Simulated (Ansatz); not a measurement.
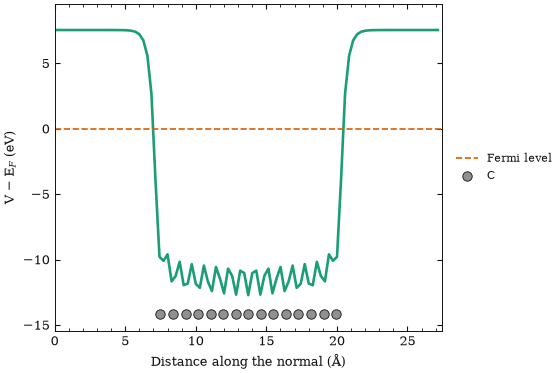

Plane-averaged electrostatic potential energy of an electron across the slab; circles at the bottom mark the heights of the atoms. System: a (100) slab cut from C (Fd-3m), unrelaxed, 15 atoms in the cell. Method: DFT PBEsol, scalar-relativistic, plane waves, PAW, no spin polarisation, 11×11×1 k mesh, 420 eV cutoff (Ansatz).

The work function is 7.54 eV, the same on both faces. The two vacuum levels agree, so the slab has no net dipole along its normal. The outermost atoms are 12.4 Å apart, which leaves 15.0 Å of vacuum in a cell 27.4 Å high.

The atoms aren't at rest in this cell (largest force 2.4 eV/Å), so the relaxed material can differ.
